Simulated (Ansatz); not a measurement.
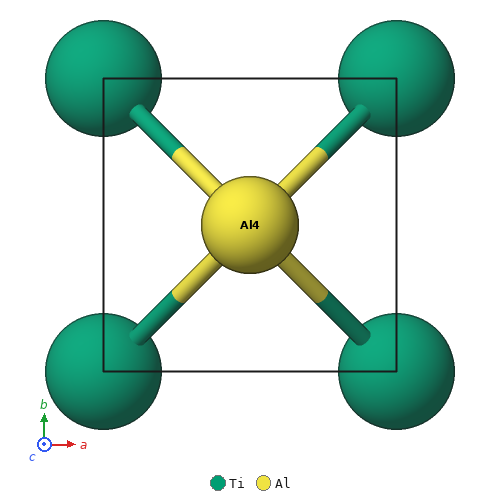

The system is TiAl (Pm-3m, No. 221; 6 atoms in the cell); the picture shows the reference structure. 
- Gamma surface: rigid slide across a plane, one fault a cell; the plane is (1 0 0) of the conventional cell, and the faces at the cut hold Al and Ti.
- Places are given modulo a cell vector. The map is drawn in real space over the plane of the slide.
- Nothing is relaxed (rigid halves, spacing across the cut fixed).
- The grid has 6 × 6 points; 9 points were computed and 26 follow by symmetry. At 1 point there is no value (left out of the scan, as a rule where atoms come close).
- All energies are given in meV/Å² relative to the lowest grid point.
- Theory: DFT PBE, scalar-relativistic, plane waves, PAW in Ansatz 0.2.0. Settings: cutoff 520 eV, k-mesh 14×14×5 in the order of the run's cell vectors, gaussian smearing 0.15 eV, no spin polarisation.

Its coordinates:

```yaml
crystal:
  lattice:
    - [0.00000, -3.18609, 0.00000]
    - [0.00000, 0.00000, -3.18609]
    - [9.55828, 0.00000, 0.00000]
  atoms:
    - { symbol: Ti, position: [0.00000, 0.00000, 0.08333] }
    - { symbol: Ti, position: [0.00000, 0.00000, 0.41667] }
    - { symbol: Ti, position: [0.00000, 0.00000, 0.75000] }
    - { symbol: Al, position: [0.50000, 0.50000, 0.91667] }
    - { symbol: Al, position: [0.50000, 0.50000, 0.25000] }
    - { symbol: Al, position: [0.50000, 0.50000, 0.58333] }
```

The input of one point:

```yaml
crystal:
  lattice:
    - [0.0, -3.1860938973, 0.0]
    - [0.0, 0.0, -3.1860938973]
    - [9.558281692, 0.0, 0.0]
  atoms:
    - { symbol: Ti, position: [1.0, 1.0, 0.3333333333] }
    - { symbol: Ti, position: [1.0, 1.0, 0.6666666667] }
    - { symbol: Ti, position: [1.0, 1.0, 0.0] }
    - { symbol: Al, position: [0.5, 0.5, 0.1666666667] }
    - { symbol: Al, position: [0.5, 0.5, 0.5] }
    - { symbol: Al, position: [0.5, 0.5, 0.8333333333] }
basis:
  ecutwfc: 520.0
kpoints:
  mp_grid: { grid: [14, 14, 5] }
hamiltonian:
  xc: pbe
  pseudopotentials: { kind: paw, azcp: { folder: soft_1 } }
scf:
  occupations: { method: gaussian, width: 0.15 }
output:
  forces: true
  stress: true
  eigenvalues: true
  write_density: true
  write_potential: true
  elf: true
  volumetric_format: npy
```

Range: slide along a1 from 0.000 to 0.833; slide along a2 from 0.000 to 0.833.

Q: What landscape does the calculation give?

A: The lowest grid point is at (0/6, 0/6) of the cell vectors. No other kind of well shows on this grid. The highest grid point, (2/6, 3/6) of the cell vectors, lies 759 meV/Å² above the lowest. On the interpolated surface the easiest way out of the lowest well to its copy in the next cell or period passes a barrier of about 200 meV/Å².

| slide along a2 ↓, slide along a1 → | 0/6 | 1/6 | 2/6 | 3/6 | 4/6 | 5/6 |
| --- | --- | --- | --- | --- | --- | --- |
| 5/6 | 42 | 111 | 274 | 372 | 274 | 111 |
| 4/6 | 146 | 274 | 577 | 759 | 577 | 274 |
| 3/6 | 204 | 372 | 759 | – | 759 | 372 |
| 2/6 | 146 | 274 | 577 | 759 | 577 | 274 |
| 1/6 | 42 | 111 | 274 | 372 | 274 | 111 |
| 0/6 | 0 | 42 | 146 | 204 | 146 | 42 |

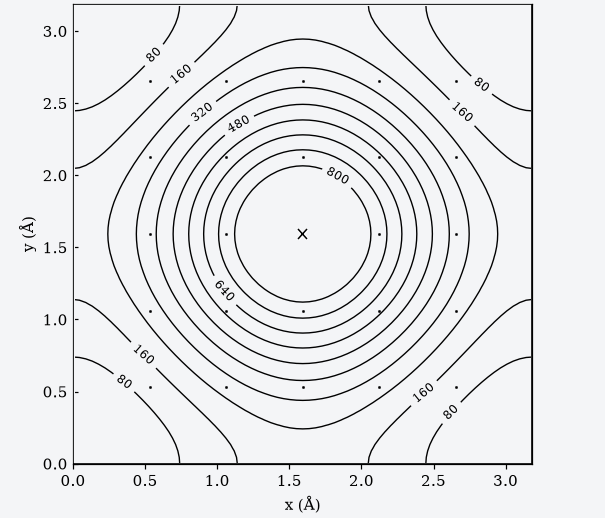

The picture shows contour lines labelled in meV/Å² (none above 800), crosses at grid points without a value, dots at the grid points, the outline of one cell of the plane. Between grid points the surface is interpolated.

Time for the 9 points that were run: 16 min on 2 threads of Arm Neoverse N1 (shared host).
